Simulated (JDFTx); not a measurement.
System: InP.

```xyz
8
Lattice="5.8610 0.0000 0.0000 0.0000 0.0000 -5.8610 0.0000 5.8610 0.0000" Properties=species:S:1:pos:R:3 pbc="T T T"
In    2.9305    0.0000   -2.9305
In    0.0000    2.9305   -2.9305
In    0.0000    0.0000    0.0000
In    2.9305    2.9305    0.0000
P     4.3957    1.4652   -4.3957
P     1.4652    4.3957   -4.3957
P     1.4652    1.4652   -1.4652
P     4.3957    4.3957   -1.4652
```

Space group F-43m.

Level of theory: Kohn-Sham DFT of a periodic cell, r2SCAN, SG15-PBE-1.2 (JDFTx).

Q: What can the converged valence pseudo-density and electron localisation function tell about the bonding?

A: In–P (2.54 Å): the density is about 0.46 e/Å³ at the midpoint; the ELF peaks at about 0.90 in the valence shell of P, 0.9 Å from its nucleus, and is about 0.55 at the midpoint.

Q: Metal or insulator at this level of theory?

A: It is gapped, with a Kohn–Sham gap of 0.75 eV on the k-point mesh (the band edges may lie off the mesh, which would make the gap smaller).

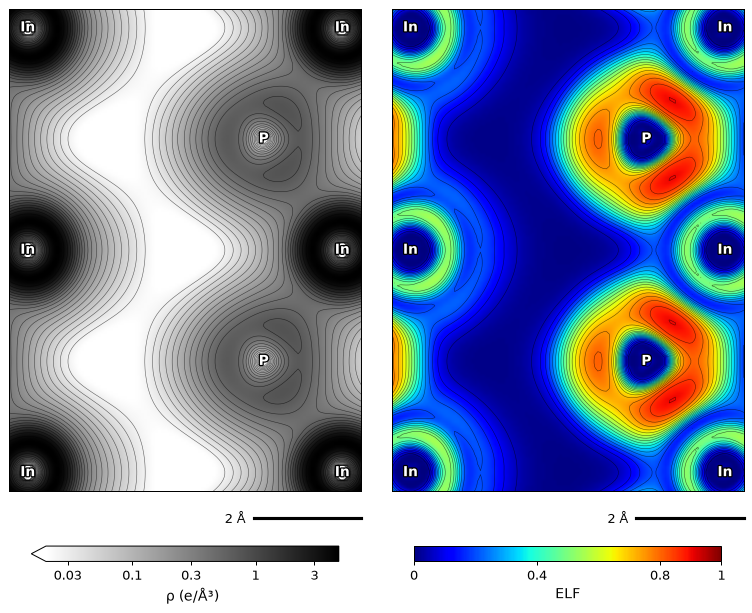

Computed valence pseudo-density and electron localisation function on the (101) plane of the conventional cell, in this order. 

Core electrons are replaced by pseudopotentials, and the valence fields are smoothed inside the atomic spheres.
